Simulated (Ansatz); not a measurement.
**Al₂Cu: density, localisation and related maps**

Input

```
crystal:
  lattice:
    - [4.0841721988, 0.0, -0.020420861]
    - [0.0, 4.0841721988, 0.0]
    - [-0.0142319737, 0.0, 2.8463947459]
  atoms:
    - { symbol: Al, position: [0.5, 0.0, 0.5] }
    - { symbol: Al, position: [0.0, 0.5, 0.5] }
    - { symbol: Cu, position: [0.0, 0.0, 0.0] }
basis:
  ecutwfc: 420
kpoints:
  mp_grid: { grid: [12, 12, 16] }
hamiltonian:
  xc: pbesol
scf:
  occupations: { method: gaussian, width: 0.15 }
output:
  forces: true
  stress: true
  eigenvalues: true
  write_density: true
  write_potential: true
  elf: true
  volumetric_format: npy
```

Command:

```sh
ansatz run input.yaml --threads 1 --pin off --max-ram 2560MiB --backend cpu --events-out ev --progress --plain --runs-dir out
```

Below, planes, directions and counts refer to the conventional cell (a = 2.85 Å, b = 4.08 Å, c = 4.08 Å, α = 90.00°, β = 90.57°, γ = 90.00°).

Space group P2/m; a structure from a database of computed crystals, not necessarily the ambient phase; changed on purpose from its base cell (strain -0.0100 x Voigt [0, 0, 0, 0, 1, 0], atoms carried along); computed without spin polarisation.

Level of theory: DFT PBEsol, scalar-relativistic, plane waves, PAW in Ansatz.

Core electrons are frozen (PAW), and the valence fields are smoothed inside the atomic spheres.

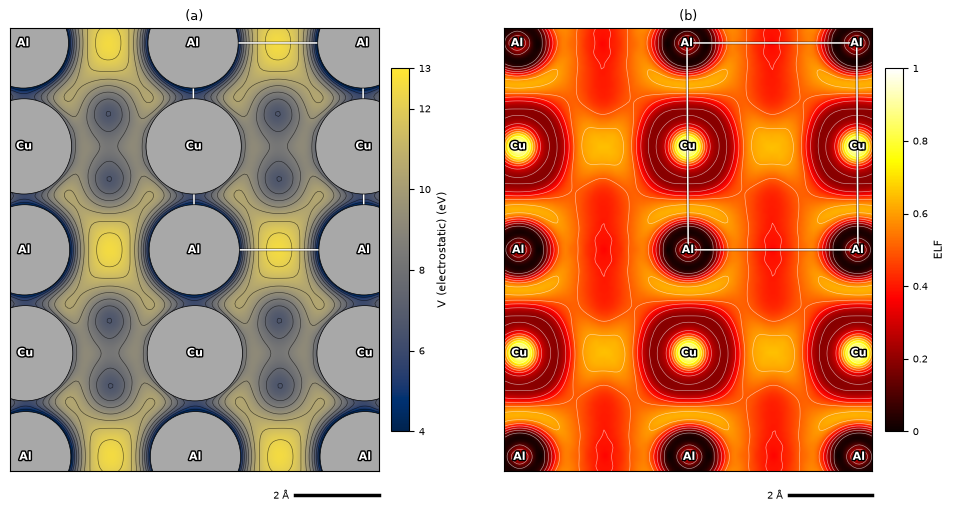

Figure 1. (a) electrostatic potential energy of an electron; (b) electron localisation function on the (11̄0) plane of the conventional cell. Grey discs cover the atomic cores in the potential map.

**Read the bonding off the picture.**

- The section cuts through Al and Cu sites.
- Al–Cu (2.49 Å): the ELF peaks at about 0.65 between the atoms.
- The features right at Cu lie inside the PAW spheres, where the map follows smoothed inner orbitals and isn't to be read closely.
- Outside the cores the potential energy rises away from the atoms and is highest about 2.0 Å from the nearest atoms; its zero is arbitrary.

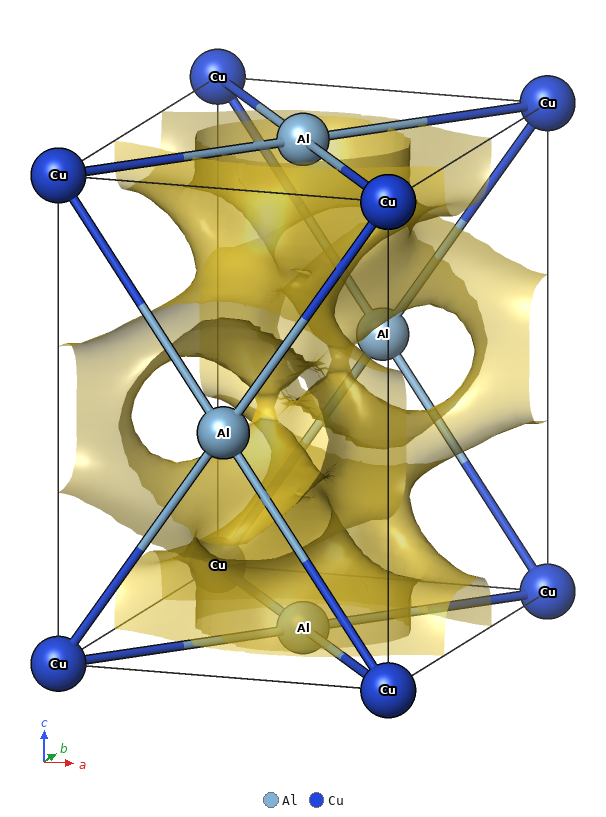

Figure 2. Isosurface of the ELF at 0.55 (yellow), seen slightly off an axis. Core shells and regions of very low density are left out. Sticks mark near contacts.

**What do the ELF domains correspond to?**

At this value the surface marks out one network that runs through the whole crystal, counted in one cell of 3 atoms. Regions shared between cells count once. Profiles from the grid: Al–Cu (2.48 Å): the ELF peaks at about 0.65 between the atoms.

**Does the calculation make it a metal, or give it a gap?**

It is metallic or semimetallic at this level of theory: no gap opens.
